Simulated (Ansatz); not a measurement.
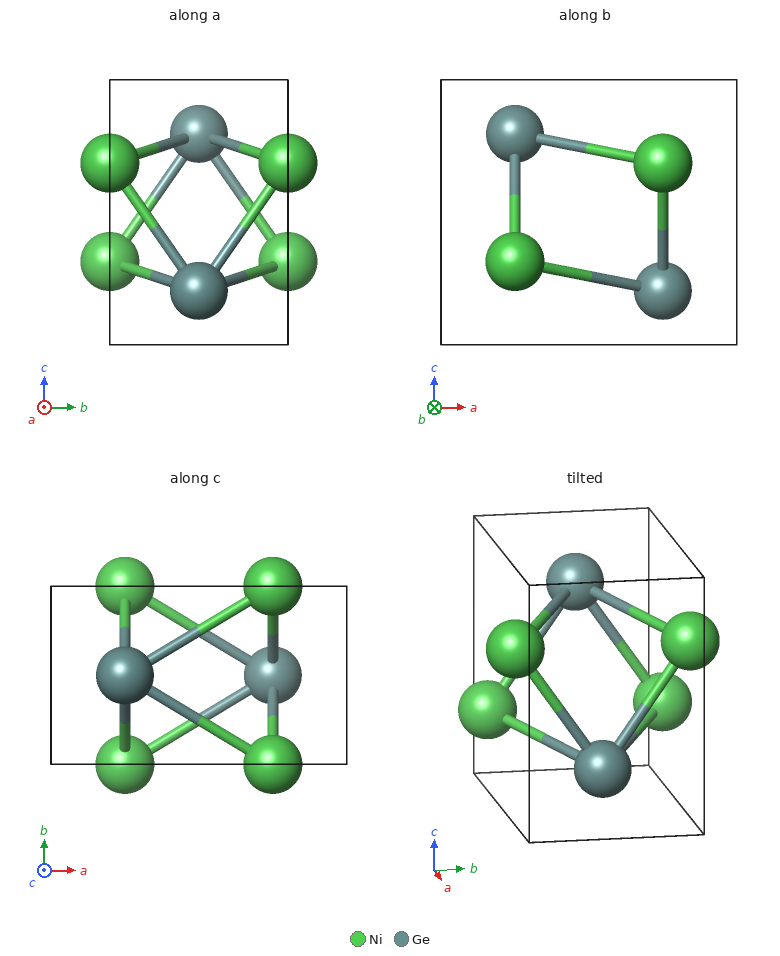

The figure gives a ball-and-stick picture of the atoms, viewed along the a axis, along the b axis, along the c axis and slightly off an axis. The edges of the conventional unit cell are marked.

Lattice parameters: a = 4.6229 Å, b = 2.7829 Å, c = 4.1404 Å, α = 90.000°, β = 90.000°, γ = 90.000°.

Convert the drawing into a CIF in P1 with every atom of the cell, with free fractional coordinates to two decimals.

```cif
data_structure
_symmetry_space_group_name_H-M 'P 1'
_symmetry_Int_Tables_number 1
_cell_length_a 4.6229
_cell_length_b 2.7829
_cell_length_c 4.1404
_cell_angle_alpha 90.000
_cell_angle_beta 90.000
_cell_angle_gamma 90.000
_cell_volume 53.27
loop_
_atom_site_label
_atom_site_type_symbol
_atom_site_fract_x
_atom_site_fract_y
_atom_site_fract_z
_atom_site_occupancy
Ni1 Ni 0.75 0.00 0.69 1
Ni2 Ni 0.25 0.00 0.31 1
Ge1 Ge 0.75 0.50 0.20 1
Ge2 Ge 0.25 0.50 0.80 1
```

It derives from a textbook structure type filled with these elements (whether it is the usual form wasn't checked). It was relaxed with Ansatz 0.2.0, DFT PBE, scalar-relativistic, plane waves, PAW.
